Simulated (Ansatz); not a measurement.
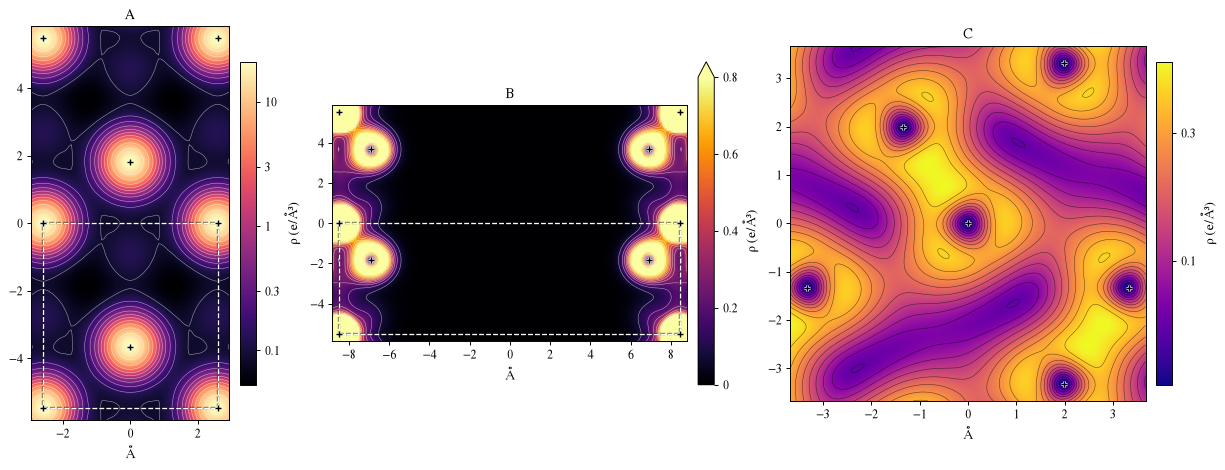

The valence charge density (pseudo) of 3 systems, each on a plane through atoms (crosses mark nuclei in the plane).

The calculation used DFT r2SCAN, scalar-relativistic, plane waves, PAW in Ansatz.

System 1: Ag, the (110) plane of the conventional cell. Space group P6₃/mmc; changed on purpose from its base cell (strain +0.080 along x and y, +0.080 along z, atoms carried along); computed pressure about −13 GPa in this cell.

```cif
data_structure
_symmetry_space_group_name_H-M 'P 1'
_symmetry_Int_Tables_number 1
_cell_length_a 3.1644
_cell_length_b 3.1644
_cell_length_c 5.1732
_cell_angle_alpha 90.000
_cell_angle_beta 90.000
_cell_angle_gamma 120.000
_cell_volume 44.86
loop_
_atom_site_label
_atom_site_type_symbol
_atom_site_fract_x
_atom_site_fract_y
_atom_site_fract_z
_atom_site_occupancy
Ag1 Ag 0.33333 0.66667 0.25000 1
Ag2 Ag 0.66667 0.33333 0.75000 1
```

System 2: Si, the (100) plane of the conventional cell. Space group Ia-3.

System 3: WS2, the (110) plane of the conventional cell. Space group P-6m2; a structure from a database of computed crystals, not necessarily the ambient phase.

```
CELL_PARAMETERS angstrom
1.59055 -2.75491 0.00000
1.59055 2.75491 0.00000
0.00000 0.00000 16.95074
ATOMIC_POSITIONS crystal
W 0.66667 0.33333 0.00000
S 0.33333 0.66667 0.90802
S 0.33333 0.66667 0.09198
```

### Which map belongs to which system?

Panel A is system 1, Ag: the plane holds Ag. Ag–Ag (3.17 Å): ρ at the midpoint is about 0.13 e/Å³. Panel B is system 3, WS2: the plane holds W and S. W–S (2.41 Å): the density is about 0.64 e/Å³ at the midpoint. Panel C is system 2, Si: the plane holds Si. Si–Si (2.39 Å): ρ at the midpoint is about 0.54 e/Å³.
